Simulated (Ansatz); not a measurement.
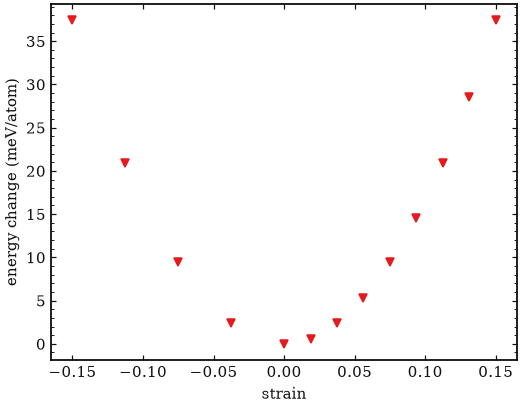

Plotted: energy change against strain.

Calculation (Ansatz 0.2.0): homogeneous strain of a crystal along one Voigt pattern with engineering shear, fractional coordinates fixed, by plane-wave density functional theory with PAW datasets, free energies less that of the undisturbed cell, pressure positive in compression; scalar-relativistic. Level: PBE, no spin polarisation.

Q: For which of these solids was it computed?
A. PbS, Fm-3m (No. 225), 26.1 Å³/atom, strain pattern [0, 0, 0, 1, 0, 0]
B. LiCl, Fm-3m (No. 225), 16.9 Å³/atom, strain pattern [1, 1, 0, 0, 0, 0]
C. Nb, Im-3m (No. 229), 18.4 Å³/atom, strain pattern [0, 0, 0, 1, 0, 0]

A: A, PbS: energy change from 0.00 meV/atom to 37.41 meV/atom. The others give: LiCl, energy change from −0.05 meV/atom to 18.62 meV/atom; Nb, energy change from 0.00 meV/atom to 8.57 meV/atom.

For LiCl, limits of the calculation: reference crystal is not relaxed.

For Nb, limits of the calculation: reference crystal is not relaxed.

For PbS, limits of the calculation: gap closes along the scan on a mesh chosen for the insulator; narrow smearing for a metal; reference crystal is not relaxed.
